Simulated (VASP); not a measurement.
System: WS2, space group P6_3/mmc, 6 atoms in the cell; a = 3.154 Å, c = 12.142 Å (hexagonal axes). Starting point: PBE, VASP PAW PBE potentials, release 64 (W_sv_GW, S_GW), no spin polarisation, no spin-orbit coupling, 6×6×1 k mesh, 500 eV cutoff, Gaussian smearing of 0.01 eV (VASP). Many-body step: G0W0 with GW iterations 1, cutoff of the response function 150 eV, frequency points 48 and empty bands 410.

In PBE the smallest gap over these k points is 0.89 eV, with direct gaps of 1.83 eV at K, 2.25 eV at Γ and 2.44 eV at (0.17, 0.17, 0.00).

### What does G0W0 give?

Over the k points that were corrected, the smallest gap goes from 0.89 eV in PBE (Γ to (0.17, 0.17, 0.00)) to 1.41 eV in G0W0 (Γ to (0.17, 0.17, 0.00)), a change of +0.52 eV (+58 %). Counted from the valence top, the lowest empty level moves by +0.60 eV at K, +0.68 eV at Γ and +0.52 eV at (0.17, 0.17, 0.00); over the 7 points that were corrected the shifts run from +0.52 to +0.75 eV: a spread of 0.23 eV on a mean of 0.61 eV, so one scissor shift doesn't describe this level. The top filled level also moves against the valence top, by −0.18 eV at M. The quasiparticle weight (renormalisation factor) lies between 0.76 and 0.78 for the top filled and first empty levels.

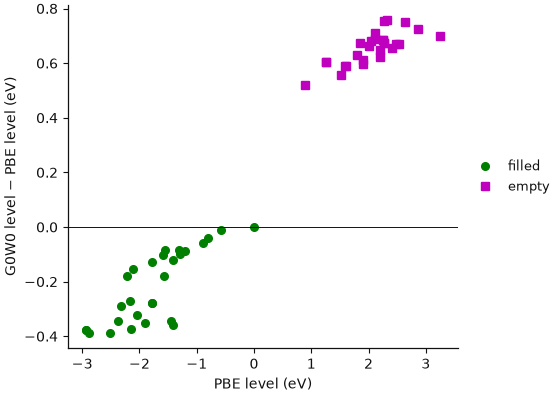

Change of each level from PBE to G0W0 against its PBE energy, both sets counted from their own valence top.

| k point | PBE direct gap (eV) | G0W0 direct gap (eV) |
| --- | --- | --- |
| K | 1.83 | 2.44 |
| Γ | 2.25 | 2.93 |
| (0.17, 0.17, 0.00) | 2.44 | 3.05 |

The k mesh is coarse (spacing up to 0.52 Å⁻¹), so the values aren't converged. Bands, screening cutoff and mesh are small and nothing is extrapolated, so the quasiparticle values aren't converged. An odd mesh through Γ misses points on the zone boundary, where band edges often lie. Spin-orbit coupling is left out, which matters for W. The cell was derived from a database entry in an earlier step, so it needn't be the measured one.
